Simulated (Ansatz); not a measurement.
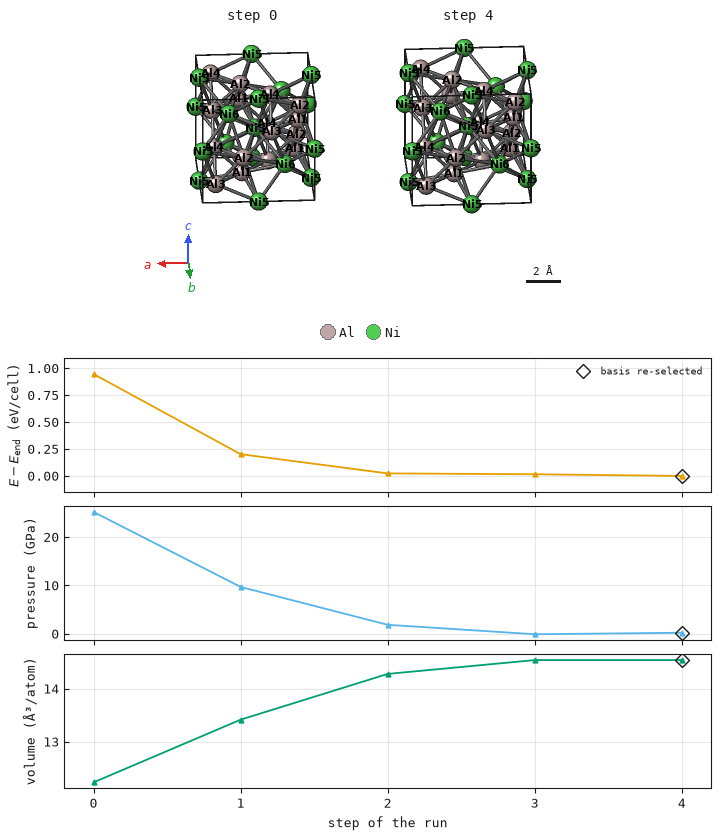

First and last geometry of a relaxation of crystalline Al2Ni (a generated structure, set up in Fd-3m) (coarse preliminary run), with the history of the run. The picture is a ball-and-stick view of the conventional cell (4 times the calculation's cell), seen from a free direction. Lengths and directions refer to the drawn axes.

Theory: DFT PBE, scalar-relativistic, plane waves, PAW in Ansatz. Set-up: plane-wave cutoff 420 eV; k-point mesh 4 × 4 × 4; occupations gaussian; smearing width 0.1 eV; collinear spin; cell and atoms relaxed; force threshold 0.04 eV/Å; at most 70 steps.

### What do the curves and the structures tell?

It converged. No atom moves by more than 0.005 Å relative to the cell. Cell: a = b = c 6.647 → 7.041 Å (+5.9 %). Volume +18.9 %. Near-neighbour distances that change, for instance: Ni5–Ni6 2.878 → 3.049 Å, Al1–Ni5 2.756 → 2.919 Å, Al1–Al2 2.350 → 2.489 Å. The space group stays Fd-3m (No. 227). Over 3 accepted moves (4 points after the start) the energy falls by 0.947 eV per cell of the calculation. All forces vanish by symmetry, so only the cell relaxes. The pressure goes from 25.19 to 0.23 GPa. At 1 point the geometry stayed and the basis and grid were re-selected for the new cell (energy shift of 15.7 meV per cell of the calculation at most each time). The program noted that the starting moments weren't kept.
